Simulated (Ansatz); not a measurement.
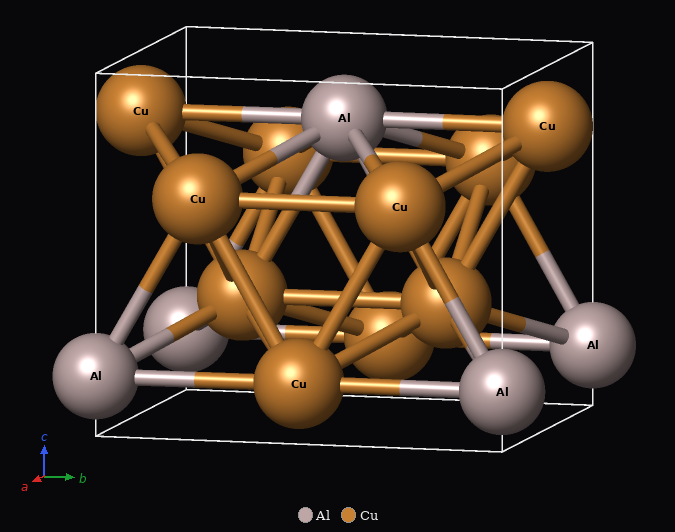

Drawn in the ball-and-stick manner and seen slightly off an axis. The frame is the conventional unit cell; atoms at its boundary are shown with their periodic copies. Cell: a = 4.24 Å, b = 5.21 Å, c = 4.53 Å, α = 90.00°, β = 90.00°, γ = 90.00°.

The structure comes from a structure listed in the Materials Project. Earlier steps of the study, as a rule a relaxation of our own, may have changed the cell and positions, so they can lie some per cent off the listed ones. Ansatz was used for an electronic-structure calculation on it.

In words:

This is AlCu$_{3}$. It belongs to space group Pmmn (No. 59) and has a primitive orthorhombic lattice. One cell contains 2 Al, 6 Cu, 8 atoms in all. Al is surrounded by twelve Cu in an anticuboctahedral arrangement at about 2.6 Å. Around each Cu lie eight Cu and four Al in an anticuboctahedral arrangement (about 2.6 Å to Cu, 2.6 Å to Al). The bonds build a three-dimensional framework.

Results below were computed with DFT r2SCAN, scalar-relativistic, plane waves, PAW in Ansatz 0.2.0; the settings were a kinetic-energy cutoff of 500 eV, a 10×8×8 sampling of the Brillouin zone, Gaussian smearing of 0.1 eV, no spin polarisation.

Predict the gap.

A metal: bands cross the Fermi level.

How are the electrons shared out in a Bader analysis?

Al +1.50 e; Cu -0.50 e.

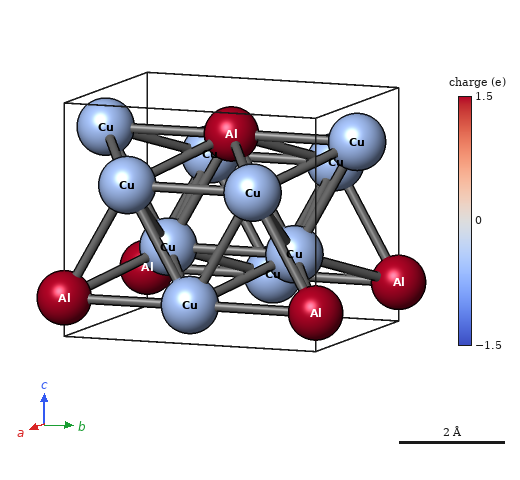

The atoms coloured by those charges. The run's cell of 8 atoms is drawn.

Is this an equilibrium geometry for the method given?

No. The largest force is 0.03 eV/Å. The pressure is -5.1 GPa, so the cell would contract.
